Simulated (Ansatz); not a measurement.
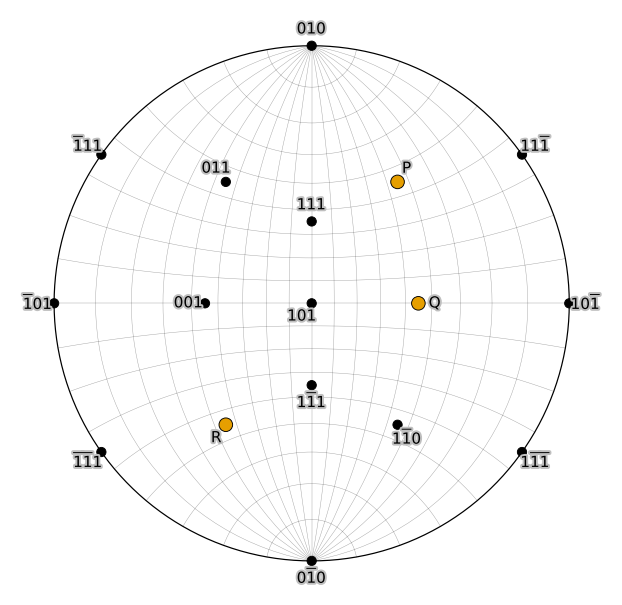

Stereographic projection of plane normals (upper hemisphere) centred on (1 0 1). Crystal: C, the input geometry of an electronic-structure calculation (not necessarily at equilibrium); the starting structure was generated, so it need not be a known form of this composition. All values are computed from the atomic coordinates in the standard setting (tolerance 0.002 Å).

a = 3.016 Å, b = 3.016 Å, c = 3.016 Å, α = 90.00°, β = 90.00°, γ = 90.00°.

Q: Index the poles marked P, Q, R.

A: P is (1 1 0), 60.0° from the centre; Q is (1 0 0), 45.0° from the centre; R is (0 −1 1), 60.0° from the centre.

Q: What is the angle between the normals of (1 1 1) and (1 1 0), and what are their d_hkl = 1/|g|?

A: 35.3°; d = 1.742 Å and 2.133 Å.
